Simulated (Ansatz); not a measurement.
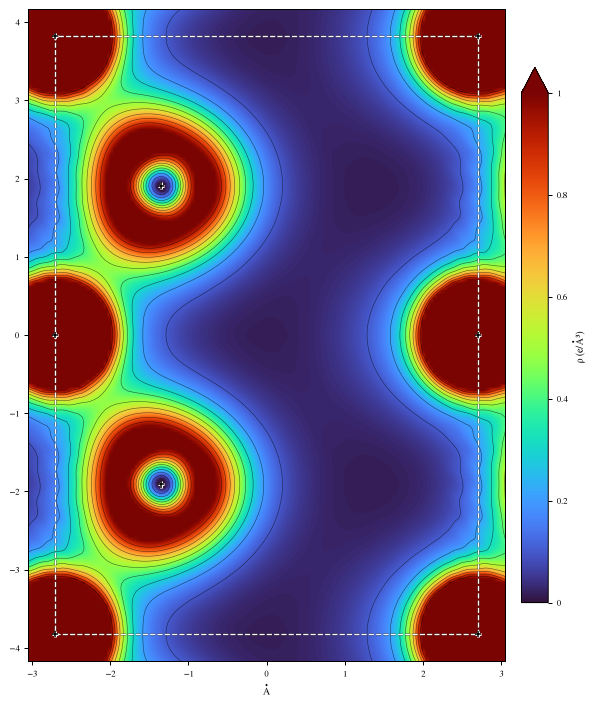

The valence electron density on a plane through atoms (crosses mark nuclei in the plane).

Theory: Kohn-Sham DFT of a periodic cell, PBEsol, Ansatz PAW (Ansatz 0.2.0).

Candidates:
A. AgBr, a = 5.82 Å, b = 5.82 Å, c = 5.82 Å, α = 90.00°, β = 90.00°, γ = 90.00°. Space group Fm-3m; computed pressure about −3 GPa in this cell.
B. ZnS, a = 5.40 Å, b = 5.40 Å, c = 5.40 Å, α = 90.00°, β = 90.00°, γ = 90.00°. Space group F-43m.

**Which system is this?**

Candidate B: ZnS on the (011) plane of the conventional cell, which holds Zn and S. Zn–S (2.34 Å): the density is about 0.51 e/Å³ at the midpoint.
